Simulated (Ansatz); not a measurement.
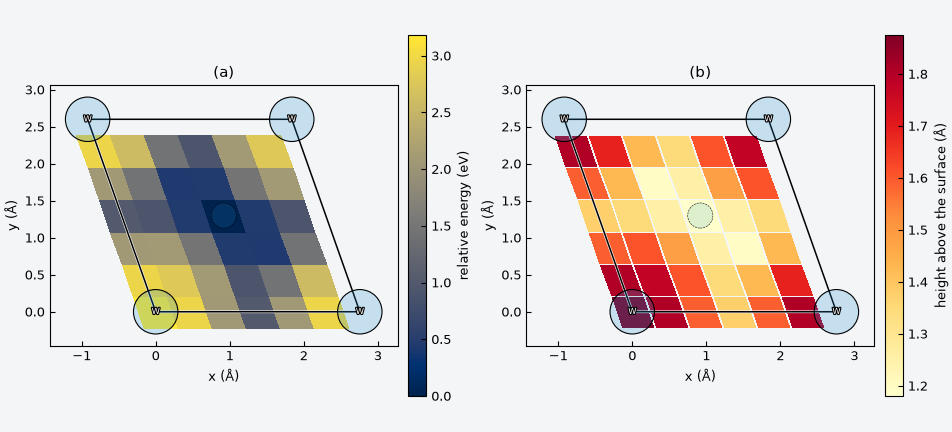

C on a W(110) slab cut from the Im-3m phase, its upper half relaxed before the scan (12 atoms of substrate and one adsorbate in a 2 × 2 cell). C is moved over the surface cell; relaxed at each place: the height of the adsorbate's atoms; substrate rigid; the origin of the map has the adsorbate above W9. Places are given modulo a cell vector. The map is drawn in real space over the plane of the surface. The grid has 6 × 6 points; 13 points were computed and 23 follow by symmetry. Places are given in fractions of the 1 × 1 surface cell. Energies: eV, counted from the lowest grid point. Computed with DFT PBE, scalar-relativistic, plane waves, PAW (Ansatz). Settings: cutoff 420 eV, k-mesh 5×5×1, gaussian smearing 0.1 eV, no spin polarisation.

Panel (a) is the energy and panel (b) the computed height above the surface on the same grid.

The picture shows one coloured cell a grid point, labelled circles for the atoms of the top layer and small ones for the second layer, the outline of one cell of the plane.

How does the height above the surface vary over the map, and what is it at the lowest grid point?

It runs from 1.18 Å at a bridge site between two W atoms, over a second-layer W atom, (3/6, 3/6) of the cell vectors to 1.87 Å at the top site over a surface W atom, (0/6, 0/6) of the cell vectors. At the lowest grid point, a bridge site between two W atoms, over a second-layer W atom, (3/6, 3/6) of the cell vectors, it is 1.18 Å.

| second ↓, first → | 0/6 | 1/6 | 2/6 | 3/6 | 4/6 | 5/6 |
| --- | --- | --- | --- | --- | --- | --- |
| 5/6 | 1.81 | 1.69 | 1.43 | 1.35 | 1.61 | 1.78 |
| 4/6 | 1.59 | 1.43 | 1.20 | 1.26 | 1.49 | 1.61 |
| 3/6 | 1.37 | 1.35 | 1.26 | 1.18 | 1.26 | 1.35 |
| 2/6 | 1.59 | 1.61 | 1.49 | 1.26 | 1.20 | 1.43 |
| 1/6 | 1.81 | 1.78 | 1.61 | 1.35 | 1.43 | 1.69 |
| 0/6 | 1.87 | 1.81 | 1.59 | 1.37 | 1.59 | 1.81 |

PAW datasets: the set soft_1.
